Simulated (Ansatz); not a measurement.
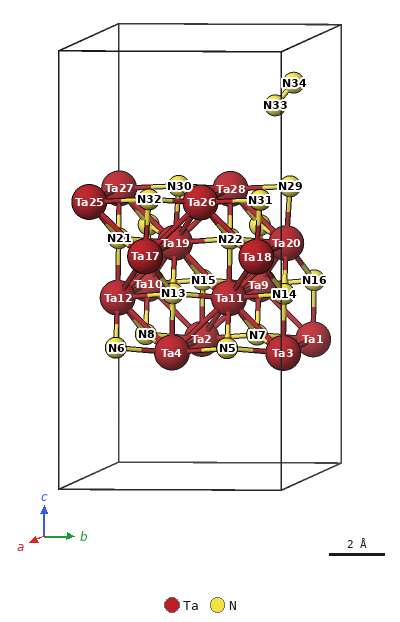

**Figure 1.** The structure as given in the input (ball-and-stick view of the cell of the calculation, with the vacuum cut short, seen slightly off an axis; atoms are numbered from 1 in the order of the input). An atom can appear more than once, as a periodic image.

**Ta8N9: geometry relaxation (part 1 of 4)**

Ta8N9 (slab, 34 atoms in the cell), computed with DFT PBE+D3(BJ), scalar-relativistic, plane waves, PAW, no spin polarisation (Ansatz 0.2.0).

The structure derives from an entry of the Crystallography Open Database. The input holds or restrains some coordinates. Forces given for the steps count only the free coordinates. It belongs to a series of runs on one base structure; here: 1 N2 a cell, tilted, over a hollow Ta-N site. Figures and captions count atoms from 1; the log counts them from 0 in places.

Input
```yaml
crystal:
  lattice:
    - [5.8570264689, 0.0, 0.0]
    - [-2.9285132344, 7.676225948, 0.0]
    - [0.0, 0.0, 24.812317262]
  atoms:
    - { symbol: Ta, position: [0.2159659585, 0.9319319171, 0.3224205106] }
    - { symbol: Ta, position: [0.2159659586, 0.4319319171, 0.3224205106] }
    - { symbol: Ta, position: [0.7159659585, 0.9319319171, 0.3224205106] }
    - { symbol: Ta, position: [0.7159659586, 0.4319319171, 0.3224205106] }
    - { symbol: "N", position: [0.8591591502, 0.7183183005, 0.3352070659] }
    - { symbol: "N", position: [0.8591591502, 0.2183183005, 0.3352070659] }
    - { symbol: "N", position: [0.3591591502, 0.7183183005, 0.3352070659] }
    - { symbol: "N", position: [0.3591591502, 0.2183183005, 0.3352070659] }
    - { symbol: Ta, position: [0.0751251087, 0.6502502175, 0.3991398423] }
    - { symbol: Ta, position: [0.0751251087, 0.1502502175, 0.3991398423] }
    - { symbol: Ta, position: [0.5751251087, 0.6502502175, 0.3991398423] }
    - { symbol: Ta, position: [0.5751251088, 0.1502502175, 0.3991398423] }
    - { symbol: "N", position: [0.7183183005, 0.436636601, 0.4119263976] }
    - { symbol: "N", position: [0.7183183005, 0.936636601, 0.4119263976] }
    - { symbol: "N", position: [0.2183183005, 0.436636601, 0.4119263976] }
    - { symbol: "N", position: [0.2183183005, 0.936636601, 0.4119263976] }
    - { symbol: Ta, position: [0.9352137762, 0.3703226177, 0.4768574957] }
    - { symbol: Ta, position: [0.9352137762, 0.8703226177, 0.4768574957] }
    - { symbol: Ta, position: [0.4352137762, 0.3703226177, 0.4768574957] }
    - { symbol: Ta, position: [0.4352137762, 0.8703226177, 0.4768574957] }
    - { symbol: "N", position: [0.5779496702, 0.1557011568, 0.4892103118] }
    - { symbol: "N", position: [0.5779496702, 0.6557011568, 0.4892103118] }
    - { symbol: "N", position: [0.0779496702, 0.1557011568, 0.4892103118] }
    - { symbol: "N", position: [0.0779496702, 0.6557011568, 0.4892103118] }
    - { symbol: Ta, position: [0.7902192826, 0.080376718, 0.5527594036] }
    - { symbol: Ta, position: [0.7902192826, 0.580376718, 0.5527594036] }
    - { symbol: Ta, position: [0.2902192826, 0.080376718, 0.5527594036] }
    - { symbol: Ta, position: [0.2902192826, 0.580376718, 0.5527594036] }
    - { symbol: "N", position: [0.4449110494, 0.8897919422, 0.5633640754] }
    - { symbol: "N", position: [0.4449110494, 0.3897919422, 0.5633640754] }
    - { symbol: "N", position: [0.9449110494, 0.8897919422, 0.5633640754] }
    - { symbol: "N", position: [0.9449110494, 0.3897919422, 0.5633640754] }
    - { symbol: "N", position: [0.117565166, 0.7350843301, 0.6721809977] }
    - { symbol: "N", position: [0.048463515, 0.7993470567, 0.7037902985] }
basis:
  ecutwfc: 420
kpoints:
  mp_grid: { grid: [4, 3, 1] }
hamiltonian:
  xc: pbe
  dispersion: d3bj
scf:
  occupations: { method: gaussian, width: 0.1 }
output:
  forces: true
  eigenvalues: true
  write_density: true
  write_potential: true
  elf: true
  volumetric_format: npy
relax:
  adjacent_minimum: "off"
  f_tol: 0.04
  max_steps: 100
  constraints: [{ sites: [0, 1, 2, 3, 4, 5, 6, 7, 8, 9, 10, 11, 12, 13, 14, 15] }]
efield:
  axis: 3
  dipole_correction: true
  ramp_width: 0.04
```

Hardware: 4 threads of Arm Neoverse V2, 24 GiB of memory available, shared host.

Run as:
```bash
ansatz run input.yaml --threads 4 --pin off --max-ram 10240MiB --backend cpu --events-out ev --progress --plain --runs-dir out
```

Log
```
Engine: ansatz 0.2.0, aarch64-unknown-linux-gnu
Pseudopotentials: kind: paw
Pseudopotential: Ta, paw, valence charge 13, recommended cutoff 420 eV (normal), Ta.paw.azcp
Pseudopotential: N, paw, valence charge 5, recommended cutoff 420 eV (normal), N.paw.azcp
Functional definition: PBE
  parameter kappa = 0.804
  parameter beta = 0.06672455060314922
  exchange = pbe_x(kappa = kappa, mu = beta*pi^2/3)
  correlation = pbe_c(beta = beta)
Crystal: 34 atoms, lattice volume = 1115.558 Å³
Basis set: ecut = 420 eV, 21831 PW (Γ), exchange–correlation on 80×120×360 points (8 copies of the dense FFT grid, shifted against one another)
Bands: 183, of which v1, the nominal top of the filled ones, is band 149 counted from 1 (148 counted from 0)
Symmetry: 1 space group operations
Space group: P1 (ITA 1), of the structure as read, at distance tolerance 1.0e-4 Å
k-points: 7 of 12 (time reversal used)
Non-local potential: Ta, projectors of the file, l = 0: 3, l = 1: 2, l = 2: 2, l = 3: 1
Non-local potential: N, projectors of the file, l = 0: 2, l = 1: 2, l = 2: 1
PAW form: soft (Blöchl's): semilocal exchange-correlation on the pseudo side does not see the compensation charge
PAW one-centre angular grid: Ta, 590 points (default); XC on 64 Gauss nodes
PAW one-centre angular grid: N, 110 points (default); XC on 64 Gauss nodes
Initial density: superposition of atomic densities (neutral atoms: chi_scale 0, normalization atom), corrected by the library's trained network
Initial wavefunctions: pseudopotential atomic-orbital guess
Functional: x = pbe(κ = 0.804, μ = 0.2195149727645171), c = pbe(β = 0.06672455060314922)
SCF iter   1: F=—  HF=-165858.307935 eV  |F-HF|=—  |Δ(HF+E_count)|=         —  Δρ=7.68e-3  dr2=8.52e0  ethr=1.77e-3  p=-0.236 e·Å  D=-3.83e-2 V/Å  ΔV_dip=0.95 eV  dr2_dipole=4.71e0  V_vac-E_F(+/−)=4.69/3.74 eV  ⟨swp⟩=8.3  Hψ=6868  notcnv=0  defer=14
efield: sawtooth ramp at fractional position 0.9931 (placed from the atoms, in the widest stretch of the axis that holds none; the zero of the levels goes with the place), width 0.0400; the density the first Hamiltonian is built on has a dipole p = -0.236 e·Å; the dipole correction subtracts the counter field D = -3.83e-2 V/Å, which shifts the + side's vacuum level by +0.95 eV against the − side's; the planar-averaged density in the ramp window peaks in size at 4.6e-5 e/Å³
preconditioner: auto → LDOS  [metal: Δε(μ)=0.014 eV  Ē_g=8.588 eV  σ=0.100 eV  W_gap=0.08  n_scr=182 (ndim 8)  ℏωp=14.4 eV  f_vac=0.588  D(μ)=18.66/eV (n_scr^D=112)  β→1.0]
SCF iter   2: F=—  HF=-165858.015006 eV  |F-HF|=—  |Δ(HF+E_count)|=   2.93e-1  Δρ=3.81e-3  dr2=3.07e-1  ethr=1.77e-3  p=0.143 e·Å  D=2.32e-2 V/Å  ΔV_dip=-0.58 eV  dr2_dipole=6.61e-5  V_vac-E_F(+/−)=3.60/4.18 eV  ⟨swp⟩=2.9  Hψ=2040  notcnv=0  defer=173
SCF iter   3: F=—  HF=-165858.026623 eV  |F-HF|=—  |Δ(HF+E_count)|=   1.16e-2  Δρ=2.71e-3  dr2=1.63e-1  ethr=1.03e-4  p=0.147 e·Å  D=2.39e-2 V/Å  ΔV_dip=-0.59 eV  dr2_dipole=7.83e-3  V_vac-E_F(+/−)=3.53/4.12 eV  ⟨swp⟩=2.4  Hψ=2149  notcnv=0  defer=151
SCF iter   4: F=—  HF=-165858.000685 eV  |F-HF|=—  |Δ(HF+E_count)|=   2.59e-2  Δρ=9.89e-4  dr2=3.47e-2  ethr=5.48e-5  p=0.147 e·Å  D=2.38e-2 V/Å  ΔV_dip=-0.59 eV  dr2_dipole=1.19e-2  V_vac-E_F(+/−)=3.56/4.15 eV  ⟨swp⟩=2.6  Hψ=1773  notcnv=0  defer=151
SCF iter   5: F=—  HF=-165857.997713 eV  |F-HF|=—  |Δ(HF+E_count)|=   2.97e-3  Δρ=9.35e-4  dr2=2.02e-2  ethr=1.17e-5  p=0.160 e·Å  D=2.60e-2 V/Å  ΔV_dip=-0.64 eV  dr2_dipole=3.24e-3  V_vac-E_F(+/−)=3.53/4.18 eV  ⟨swp⟩=2.0  Hψ=1881  notcnv=0  defer=155
SCF iter   6: F=—  HF=-165857.996452 eV  |F-HF|=—  |Δ(HF+E_count)|=   1.26e-3  Δρ=2.23e-4  dr2=1.69e-3  ethr=6.77e-6  p=0.166 e·Å  D=2.69e-2 V/Å  ΔV_dip=-0.67 eV  dr2_dipole=1.36e-4  V_vac-E_F(+/−)=3.53/4.19 eV  ⟨swp⟩=2.7  Hψ=1602  notcnv=0  defer=155
SCF iter   7: F=—  HF=-165857.996826 eV  |F-HF|=—  |Δ(HF+E_count)|=   3.74e-4  Δρ=1.14e-4  dr2=1.91e-4  ethr=5.66e-7  p=0.167 e·Å  D=2.71e-2 V/Å  ΔV_dip=-0.67 eV  dr2_dipole=2.69e-6  V_vac-E_F(+/−)=3.53/4.20 eV  ⟨swp⟩=2.4  Hψ=1684  notcnv=0  defer=155
SCF iter   8: F=—  HF=-165857.996948 eV  |F-HF|=—  |Δ(HF+E_count)|=   1.22e-4  Δρ=4.96e-5  dr2=3.51e-5  ethr=6.40e-8  p=0.166 e·Å  D=2.70e-2 V/Å  ΔV_dip=-0.67 eV  dr2_dipole=1.33e-6  V_vac-E_F(+/−)=3.54/4.21 eV  ⟨swp⟩=3.0  Hψ=1745  notcnv=0  defer=155
SCF iter   9: F=-165857.996992 eV  HF=-165857.996982 eV  |F-HF|=9.81e-6  |Δ(HF+E_count)|=   3.45e-5  Δρ=2.15e-5  dr2=3.86e-6  ethr=1.18e-8  p=0.166 e·Å  D=2.69e-2 V/Å  ΔV_dip=-0.67 eV  dr2_dipole=2.93e-8  V_vac-E_F(+/−)=3.54/4.21 eV  ⟨swp⟩=30.9  Hψ=16382  notcnv=0
SCF 1 converged in 9 iterations: F = -165857.996992 eV  dr2 = 3.86e-6
  greatest PAW one-centre occupation: 0.999 electrons in one spin orbital (limit 2), on the Ta atom at site 26 (counted from 0), in its partial waves of l = 0
relax step   1: F+E_penalty+E_count = -165857.99699230 eV  Δ(F+E_penalty+E_count) = +0.000e0 eV  max|allowed force component| = 3.502e-1 eV/Å  Δτ_max = 0.0000 Å  (9 SCF iters, dr2 threshold 4.00e-5 eV, accepted)
Initial density: handed on by an earlier stage of this run
Initial wavefunctions: those handed on with the density
iter 1 solved again at ethr=1.14e-4 eV; its pass at ethr=3.10e-3 eV (dr2=3.41e-1 eV) is discarded
SCF iter   1: F=—  HF=-165858.014087 eV  |F-HF|=—  |Δ(HF+E_count)|=         —  Δρ=8.99e-3  dr2=3.41e-1  ethr=1.14e-4  p=0.166 e·Å  D=2.69e-2 V/Å  ΔV_dip=-0.67 eV  dr2_dipole=1.04e-2  V_vac-E_F(+/−)=3.54/4.21 eV  ⟨swp⟩=1.1  Hψ=4761  notcnv=0  defer=61
efield: sawtooth ramp at fractional position 0.9931 (handed on by an earlier solve), width 0.0400; the density the first Hamiltonian is built on has a dipole p = 0.166 e·Å; the dipole correction subtracts the counter field D = 2.69e-2 V/Å, which shifts the + side's vacuum level by -0.67 eV against the − side's; the planar-averaged density in the ramp window peaks in size at 4.7e-6 e/Å³
preconditioner: auto → LDOS  [metal: Δε(μ)=0.008 eV  Ē_g=8.556 eV  σ=0.100 eV  W_gap=0.04  n_scr=182 (ndim 8)  ℏωp=14.4 eV  f_vac=0.585  D(μ)=24.05/eV (n_scr^D=150)  β→1.0]
SCF iter   2: F=—  HF=-165857.961836 eV  |F-HF|=—  |Δ(HF+E_count)|=   5.23e-2  Δρ=3.00e-3  dr2=6.78e-2  ethr=1.14e-4  p=0.136 e·Å  D=2.21e-2 V/Å  ΔV_dip=-0.55 eV  dr2_dipole=1.30e-3  V_vac-E_F(+/−)=3.66/4.21 eV  ⟨swp⟩=3.4  Hψ=2439  notcnv=0  defer=61
SCF iter   3: F=—  HF=-165857.938845 eV  |F-HF|=—  |Δ(HF+E_count)|=   2.30e-2  Δρ=3.55e-4  dr2=1.34e-3  ethr=2.28e-5  p=0.147 e·Å  D=2.38e-2 V/Å  ΔV_dip=-0.59 eV  dr2_dipole=3.30e-4  V_vac-E_F(+/−)=3.62/4.21 eV  ⟨swp⟩=3.0  Hψ=2231  notcnv=0  defer=69
SCF iter   4: F=—  HF=-165857.938277 eV  |F-HF|=—  |Δ(HF+E_count)|=   5.68e-4  Δρ=1.51e-4  dr2=3.20e-4  ethr=4.50e-7  p=0.139 e·Å  D=2.25e-2 V/Å  ΔV_dip=-0.56 eV  dr2_dipole=2.48e-5  V_vac-E_F(+/−)=3.65/4.21 eV  ⟨swp⟩=3.0  Hψ=1944  notcnv=0  defer=72
SCF iter   5: F=—  HF=-165857.938234 eV  |F-HF|=—  |Δ(HF+E_count)|=   4.35e-5  Δρ=4.13e-5  dr2=3.36e-5  ethr=1.07e-7  p=0.138 e·Å  D=2.24e-2 V/Å  ΔV_dip=-0.56 eV  dr2_dipole=2.57e-6  V_vac-E_F(+/−)=3.65/4.21 eV  ⟨swp⟩=2.9  Hψ=1851  notcnv=0  defer=72
SCF iter   6: F=—  HF=-165857.938247 eV  |F-HF|=—  |Δ(HF+E_count)|=   1.30e-5  Δρ=2.29e-5  dr2=8.76e-6  ethr=2.57e-9  p=0.138 e·Å  D=2.23e-2 V/Å  ΔV_dip=-0.55 eV  dr2_dipole=2.04e-7  V_vac-E_F(+/−)=3.65/4.21 eV  ⟨swp⟩=26.3  Hψ=15897  notcnv=0
SCF iter   7: F=-165857.938250 eV  HF=-165857.938250 eV  |F-HF|=1.66e-7  |Δ(HF+E_count)|=   3.77e-6  Δρ=7.91e-6  dr2=1.69e-6  ethr=2.57e-9  p=0.137 e·Å  D=2.22e-2 V/Å  ΔV_dip=-0.55 eV  dr2_dipole=5.80e-8  V_vac-E_F(+/−)=3.66/4.21 eV  ⟨swp⟩=19.0  Hψ=12375  notcnv=0
SCF 2 converged in 7 iterations: F = -165857.938250 eV  dr2 = 1.69e-6
[... from here on the iterations of each SCF are left out, up to the last one ...]
relax step   2: F+E_penalty+E_count = -165857.93825049 eV  Δ(F+E_penalty+E_count) = +5.874e-2 eV  max|allowed force component| = 2.704e0 eV/Å  Δτ_max = 0.1950 Å  (7 SCF iters, dr2 threshold 7.66e-6 eV, rejected (line search))
[... from here on the SCF iterations and repeated set-up lines of each step are left out, up to the last step ...]
SCF 3 converged in 9 iterations: F = -165858.008629 eV  dr2 = 9.68e-9
relax step   3: F+E_penalty+E_count = -165858.00862875 eV  Δ(F+E_penalty+E_count) = -1.164e-2 eV  max|allowed force component| = 8.154e-1 eV/Å  Δτ_max = 0.0952 Å  (9 SCF iters, accepted)
SCF 4 converged in 6 iterations: F = -165858.020963 eV  dr2 = 2.22e-6
relax step   4: F+E_penalty+E_count = -165858.02096312 eV  Δ(F+E_penalty+E_count) = -1.233e-2 eV  max|allowed force component| = 5.357e-1 eV/Å  Δτ_max = 0.1000 Å  (6 SCF iters, dr2 threshold 4.16e-5 eV, accepted)
SCF 5 converged in 6 iterations: F = -165858.037720 eV  dr2 = 6.24e-6
relax step   5: F+E_penalty+E_count = -165858.03771963 eV  Δ(F+E_penalty+E_count) = -1.676e-2 eV  max|allowed force component| = 1.912e-1 eV/Å  Δτ_max = 0.1456 Å  (6 SCF iters, dr2 threshold 1.00e-4 eV, accepted)
SCF 6 converged in 9 iterations: F = -165858.057385 eV  dr2 = 1.96e-8
relax step   6: F+E_penalty+E_count = -165858.05738525 eV  Δ(F+E_penalty+E_count) = -1.967e-2 eV  max|allowed force component| = 3.741e-1 eV/Å  Δτ_max = 0.1963 Å  (9 SCF iters, dr2 threshold 4.66e-6 eV, accepted)
SCF 7 converged in 6 iterations: F = -165858.081814 eV  dr2 = 6.47e-6
relax step   7: F+E_penalty+E_count = -165858.08181384 eV  Δ(F+E_penalty+E_count) = -2.443e-2 eV  max|allowed force component| = 6.909e-1 eV/Å  Δτ_max = 0.1976 Å  (6 SCF iters, dr2 threshold 1.78e-5 eV, accepted)
SCF 8 converged in 6 iterations: F = -165858.131234 eV  dr2 = 1.40e-5
relax step   8: F+E_penalty+E_count = -165858.13123382 eV  Δ(F+E_penalty+E_count) = -4.942e-2 eV  max|allowed force component| = 7.211e-1 eV/Å  Δτ_max = 0.1955 Å  (6 SCF iters, dr2 threshold 1.00e-4 eV, accepted)
SCF 9 converged in 6 iterations: F = -165858.227974 eV  dr2 = 2.26e-5
relax step   9: F+E_penalty+E_count = -165858.22797438 eV  Δ(F+E_penalty+E_count) = -9.674e-2 eV  max|allowed force component| = 5.242e-1 eV/Å  Δτ_max = 0.1979 Å  (6 SCF iters, dr2 threshold 1.00e-4 eV, accepted)
SCF 10 converged in 6 iterations: F = -165858.398172 eV  dr2 = 4.16e-5
relax step  10: F+E_penalty+E_count = -165858.39817179 eV  Δ(F+E_penalty+E_count) = -1.702e-1 eV  max|allowed force component| = 4.554e-1 eV/Å  Δτ_max = 0.1948 Å  (6 SCF iters, dr2 threshold 1.00e-4 eV, accepted)
SCF 11 converged in 6 iterations: F = -165858.568947 eV  dr2 = 8.92e-5
relax step  11: F+E_penalty+E_count = -165858.56894690 eV  Δ(F+E_penalty+E_count) = -1.708e-1 eV  max|allowed force component| = 3.678e-1 eV/Å  Δτ_max = 0.1949 Å  (6 SCF iters, dr2 threshold 1.00e-4 eV, accepted)
SCF 12 converged in 7 iterations: F = -165858.621599 eV  dr2 = 6.98e-5
relax step  12: F+E_penalty+E_count = -165858.62159911 eV  Δ(F+E_penalty+E_count) = -5.265e-2 eV  max|allowed force component| = 1.546e0 eV/Å  Δτ_max = 0.1949 Å  (7 SCF iters, dr2 threshold 8.83e-5 eV, accepted)
SCF 13 converged in 5 iterations: F = -165858.665456 eV  dr2 = 7.37e-5
relax step  13: F+E_penalty+E_count = -165858.66545572 eV  Δ(F+E_penalty+E_count) = -4.386e-2 eV  max|allowed force component| = 9.366e-1 eV/Å  Δτ_max = 0.2000 Å  (5 SCF iters, dr2 threshold 1.00e-4 eV, accepted)
SCF 14 converged in 7 iterations: F = -165858.686259 eV  dr2 = 1.13e-5
relax step  14: F+E_penalty+E_count = -165858.68625946 eV  Δ(F+E_penalty+E_count) = -2.080e-2 eV  max|allowed force component| = 2.796e-1 eV/Å  Δτ_max = 0.1969 Å  (7 SCF iters, dr2 threshold 1.00e-4 eV, accepted)
SCF 15 converged in 7 iterations: F = -165858.703734 eV  dr2 = 5.39e-6
relax step  15: F+E_penalty+E_count = -165858.70373364 eV  Δ(F+E_penalty+E_count) = -1.747e-2 eV  max|allowed force component| = 1.165e-1 eV/Å  Δτ_max = 0.2000 Å  (7 SCF iters, dr2 threshold 6.97e-6 eV, accepted)
SCF 16 converged in 9 iterations: F = -165858.713711 eV  dr2 = 4.68e-8
relax step  16: F+E_penalty+E_count = -165858.71371068 eV  Δ(F+E_penalty+E_count) = -9.977e-3 eV  max|allowed force component| = 2.581e-1 eV/Å  Δτ_max = 0.1950 Å  (9 SCF iters, accepted)
SCF 17 converged in 7 iterations: F = -165858.721141 eV  dr2 = 2.93e-6
relax step  17: F+E_penalty+E_count = -165858.72114123 eV  Δ(F+E_penalty+E_count) = -7.431e-3 eV  max|allowed force component| = 4.482e-1 eV/Å  Δτ_max = 0.1940 Å  (7 SCF iters, dr2 threshold 1.15e-5 eV, accepted)
SCF 18 converged in 5 iterations: F = -165858.725404 eV  dr2 = 2.12e-5
relax step  18: F+E_penalty+E_count = -165858.72540359 eV  Δ(F+E_penalty+E_count) = -4.262e-3 eV  max|allowed force component| = 6.139e-1 eV/Å  Δτ_max = 0.1546 Å  (5 SCF iters, dr2 threshold 1.00e-4 eV, accepted)
SCF 19 converged in 4 iterations: F = -165858.728282 eV  dr2 = 3.73e-5
relax step  19: F+E_penalty+E_count = -165858.72828188 eV  Δ(F+E_penalty+E_count) = -2.878e-3 eV  max|allowed force component| = 2.201e-1 eV/Å  Δτ_max = 0.0643 Å  (4 SCF iters, dr2 threshold 1.00e-4 eV, accepted)
SCF 20 converged in 6 iterations: F = -165858.729159 eV  dr2 = 1.46e-6
relax step  20: F+E_penalty+E_count = -165858.72915902 eV  Δ(F+E_penalty+E_count) = -8.771e-4 eV  max|allowed force component| = 6.064e-2 eV/Å  Δτ_max = 0.0898 Å  (6 SCF iters, dr2 threshold 6.22e-6 eV, accepted)
SCF iter   1: F=—  HF=-165858.733855 eV  |F-HF|=—  |Δ(HF+E_count)|=         —  Δρ=1.55e-3  dr2=1.21e-2  ethr=3.72e-5  p=0.034 e·Å  D=5.53e-3 V/Å  ΔV_dip=-0.14 eV  dr2_dipole=4.75e-4  V_vac-E_F(+/−)=4.06/4.19 eV  ⟨swp⟩=3.9  Hψ=2519  notcnv=0  defer=95
efield: sawtooth ramp at fractional position 0.9931 (handed on by an earlier solve), width 0.0400; the density the first Hamiltonian is built on has a dipole p = 0.034 e·Å; the dipole correction subtracts the counter field D = 5.53e-3 V/Å, which shifts the + side's vacuum level by -0.14 eV against the − side's; the planar-averaged density in the ramp window peaks in size at 5.0e-6 e/Å³
preconditioner: auto → LDOS  [metal: Δε(μ)=0.013 eV  Ē_g=8.647 eV  σ=0.100 eV  W_gap=0.07  n_scr=182 (ndim 8)  ℏωp=14.4 eV  f_vac=0.592  D(μ)=21.80/eV (n_scr^D=126)  β→1.0]
SCF iter   2: F=—  HF=-165858.731982 eV  |F-HF|=—  |Δ(HF+E_count)|=   1.87e-3  Δρ=7.42e-4  dr2=4.77e-3  ethr=4.07e-6  p=0.035 e·Å  D=5.63e-3 V/Å  ΔV_dip=-0.14 eV  dr2_dipole=4.71e-7  V_vac-E_F(+/−)=4.06/4.20 eV  ⟨swp⟩=3.0  Hψ=2561  notcnv=0  defer=101
SCF iter   3: F=—  HF=-165858.730446 eV  |F-HF|=—  |Δ(HF+E_count)|=   1.54e-3  Δρ=8.32e-5  dr2=5.86e-5  ethr=1.60e-6  p=0.035 e·Å  D=5.67e-3 V/Å  ΔV_dip=-0.14 eV  dr2_dipole=7.52e-7  V_vac-E_F(+/−)=4.05/4.20 eV  ⟨swp⟩=3.0  Hψ=1967  notcnv=0  defer=101
SCF iter   4: F=—  HF=-165858.729895 eV  |F-HF|=—  |Δ(HF+E_count)|=   5.51e-4  Δρ=2.76e-5  dr2=1.48e-5  ethr=1.97e-8  p=0.035 e·Å  D=5.70e-3 V/Å  ΔV_dip=-0.14 eV  dr2_dipole=5.57e-7  V_vac-E_F(+/−)=4.05/4.20 eV  ⟨swp⟩=3.0  Hψ=2386  notcnv=0  defer=101
SCF iter   5: F=—  HF=-165858.729896 eV  |F-HF|=—  |Δ(HF+E_count)|=   1.09e-6  Δρ=1.03e-5  dr2=2.54e-6  ethr=4.97e-9  p=0.035 e·Å  D=5.71e-3 V/Å  ΔV_dip=-0.14 eV  dr2_dipole=8.11e-8  V_vac-E_F(+/−)=4.05/4.20 eV  ⟨swp⟩=2.0  Hψ=1875  notcnv=0  defer=101
SCF iter   6: F=—  HF=-165858.729900 eV  |F-HF|=—  |Δ(HF+E_count)|=   3.82e-6  Δρ=6.12e-6  dr2=6.65e-7  ethr=8.52e-10  p=0.035 e·Å  D=5.73e-3 V/Å  ΔV_dip=-0.14 eV  dr2_dipole=2.33e-10  V_vac-E_F(+/−)=4.05/4.20 eV  ⟨swp⟩=3.0  Hψ=1739  notcnv=0  defer=101
SCF iter   7: F=—  HF=-165858.729900 eV  |F-HF|=—  |Δ(HF+E_count)|=   8.19e-7  Δρ=2.53e-6  dr2=1.14e-7  ethr=2.23e-10  p=0.035 e·Å  D=5.73e-3 V/Å  ΔV_dip=-0.14 eV  dr2_dipole=1.60e-9  V_vac-E_F(+/−)=4.05/4.20 eV  ⟨swp⟩=2.4  Hψ=1717  notcnv=0  defer=101
SCF iter   8: F=-165858.729901 eV  HF=-165858.729901 eV  |F-HF|=5.40e-8  |Δ(HF+E_count)|=   1.78e-7  Δρ=1.24e-6  dr2=3.08e-8  ethr=3.36e-11  p=0.035 e·Å  D=5.73e-3 V/Å  ΔV_dip=-0.14 eV  dr2_dipole=4.79e-10  V_vac-E_F(+/−)=4.05/4.20 eV  ⟨swp⟩=21.9  Hψ=12198  notcnv=0
SCF 21 converged in 8 iterations: F = -165858.729901 eV  dr2 = 3.08e-8
relax step  21: F+E_penalty+E_count = -165858.72990066 eV  Δ(F+E_penalty+E_count) = -7.416e-4 eV  max|allowed force component| = 1.849e-2 eV/Å  Δτ_max = 0.0377 Å  (8 SCF iters, accepted)
```

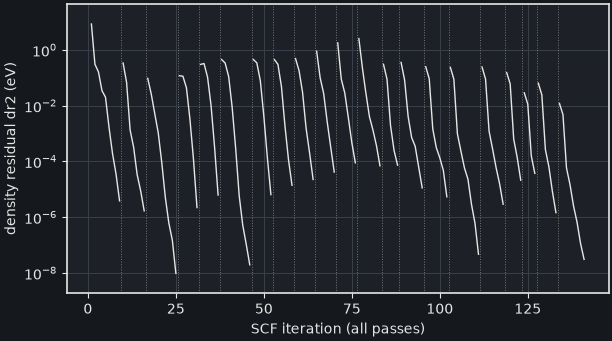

**Figure 2.** Convergence of the self-consistent field: density residual dr2 against the SCF iteration. The dotted lines part the SCF passes of the relaxation: geometry steps, rejected trials and re-solves on a re-selected basis. The 21 passes take 4 to 9 iterations each, 141 in all.
